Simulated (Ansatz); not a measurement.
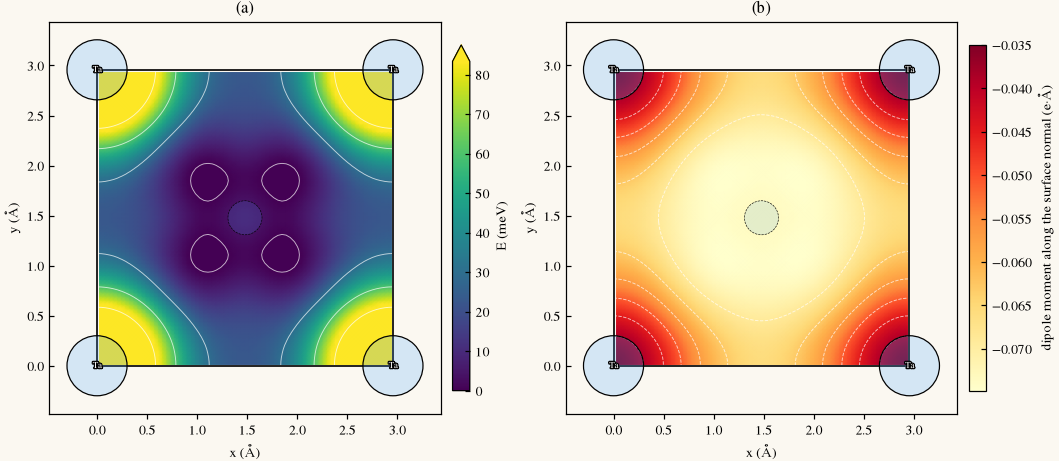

Si on a Ta(100) slab cut from the Fm-3m phase, its upper half relaxed before the scan (12 atoms of substrate and one adsorbate in a 2 × 2 cell). Si is moved over the surface cell at a fixed height above a rigid substrate; the origin of the map has the adsorbate above Ta9; the height is held at 2.50 Å. Places are given modulo a cell vector. The map is drawn in real space over the plane of the surface. The scan uses a 6 × 6 grid; 10 points were computed and 26 follow by symmetry. Places are given in fractions of the 1 × 1 surface cell. Energies are in meV, from the lowest grid point. The runs have no spin polarisation, so an open-shell adsorbate far from the surface lies too high. At a fixed height the lowest place need not be the adsorption site. Method: DFT PBE+D3(BJ), scalar-relativistic, plane waves, PAW in Ansatz 0.2.0. Settings: cutoff 420 eV, k-mesh 5×5×1, gaussian smearing 0.1 eV, no spin polarisation.

Panel (a) is the energy and panel (b) the computed dipole moment along the surface normal on the same grid.

Drawn: a smooth colour map with a few white contour lines, labelled circles for the atoms of the top layer and small ones for the second layer, the outline of one cell of the plane, one colour for all values above the top of the scale. Between grid points the surface is interpolated.

> How does the dipole moment along the surface normal vary over the map, and what is it at the lowest grid point?

It runs from −0.07 e·Å at (2/6, 3/6) of the cell vectors [nearest 2 Ta at 3.07 Å] to −0.04 e·Å at the top site over a surface Ta atom, (0/6, 0/6) of the cell vectors. At the lowest grid point, (2/6, 2/6) of the cell vectors [nearest 1 Ta at 2.86 Å], it is −0.07 e·Å.

| second ↓, first → | 0/6 | 1/6 | 2/6 | 3/6 | 4/6 | 5/6 |
| --- | --- | --- | --- | --- | --- | --- |
| 5/6 | −0.04 | −0.05 | −0.07 | −0.07 | −0.07 | −0.05 |
| 4/6 | −0.06 | −0.07 | −0.07 | −0.07 | −0.07 | −0.07 |
| 3/6 | −0.07 | −0.07 | −0.07 | −0.07 | −0.07 | −0.07 |
| 2/6 | −0.06 | −0.07 | −0.07 | −0.07 | −0.07 | −0.07 |
| 1/6 | −0.04 | −0.05 | −0.07 | −0.07 | −0.07 | −0.05 |
| 0/6 | −0.04 | −0.04 | −0.06 | −0.07 | −0.06 | −0.04 |

PAW datasets: the set soft_1.
